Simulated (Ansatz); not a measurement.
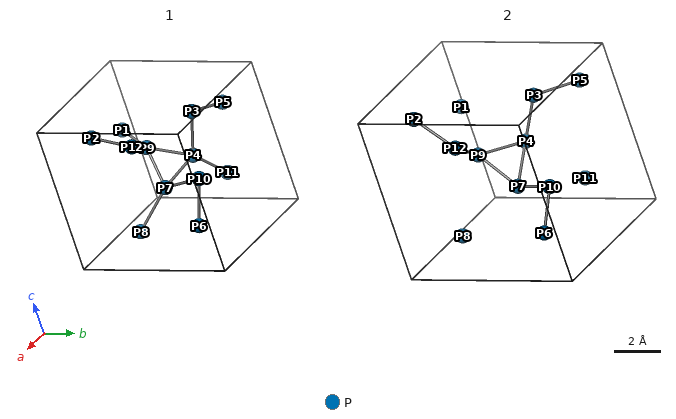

Two geometries of a crystal of P (a generated structure, set up in I2_13) (coarse preliminary run), drawn at one scale. One is the start of a relaxation, the other its converged end. Style: ball-and-stick. Shown: the cell of the calculation, from a free direction.

These are results of DFT PBE, scalar-relativistic, plane waves, PAW (Ansatz), not measurements. Set-up: plane-wave cutoff 420 eV; k-point mesh 4 × 4 × 4; occupations gaussian; smearing width 0.1 eV; no spin polarisation; cell and atoms relaxed; force threshold 0.04 eV/Å; at most 70 steps.

### Which one is relaxed?

Structure 2 is the relaxed one. After 10 accepted moves (12 points after the start) the energy has fallen by 718 meV per atom. Largest force component: 2.9 eV/Å at the start, 0.022 eV/Å at the end. Pressure: 35.36 GPa at the start and 0.27 GPa at the end. The SCF was repeated twice at an unchanged geometry on a basis and grid sized afresh for the cell, which shifted the energy by 13.6 meV per atom at most. The largest moves relative to the cell, 0.67 Å, are those of 12 atoms (P1, P2, P3, P4 and others). P1 goes along [−1 1 2]. The volume changes by +48.0 %, with a = b = c 6.309 → 7.190 Å (+14.0 %). Some distances before and after: P1–P9 2.257 → 3.232 Å, P1–P11 2.680 → 3.563 Å, P11–P12 2.054 → 2.239 Å, P1–P5 2.195 → 2.232 Å. Bonds break: P1–P9 (2.26 → 3.23 Å), P2–P10 (2.26 → 3.23 Å), P3–P6 (2.26 → 3.23 Å), P4–P11 (2.26 → 3.23 Å). Among the angles between lasting bonds that change: P3–P4–P9 78.1° → 105.7°, P3–P4–P7 111.6° → 128.5°. The space group stays I2_13 (No. 199).
